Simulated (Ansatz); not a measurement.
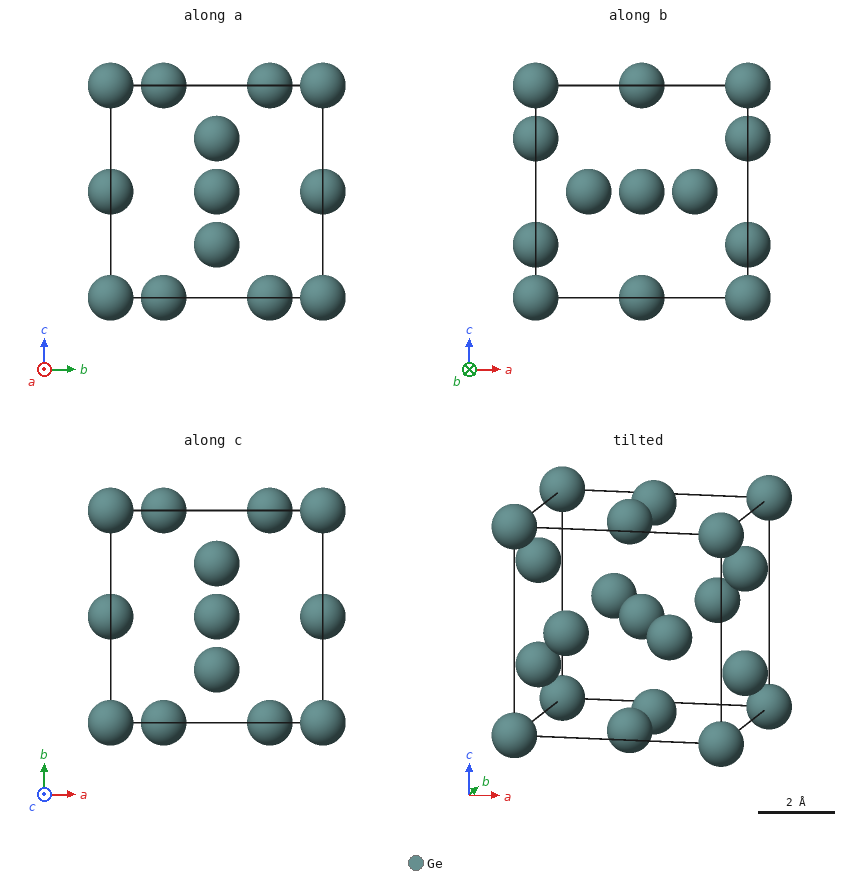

This spheres-only model is shown along the a axis, along the b axis, along the c axis and slightly off an axis. The conventional unit cell is drawn as a box.

Lattice parameters: a = 5.612 Å, b = 5.612 Å, c = 5.612 Å, α = 90.00°, β = 90.00°, γ = 90.00°. Put a along x and b in the xy plane.

**Record the structure as a POSCAR file.**

```
Ge
1.0
     5.612    0.000    0.000
     0.000    5.612    0.000
     0.000    0.000    5.612
Ge
8
Direct
  0.0000 0.0000 0.0000
  0.5000 0.5000 0.5000
  0.2500 0.0000 0.5000
  0.7500 0.0000 0.5000
  0.5000 0.2500 0.0000
  0.5000 0.7500 0.0000
  0.0000 0.5000 0.2500
  0.0000 0.5000 0.7500
```

The initial geometry was a structure type filled with this element by a generator (whether the element takes this form wasn't checked). Earlier steps of the study may have refined or changed the cell and positions. Ansatz was used for an electronic-structure calculation on it.
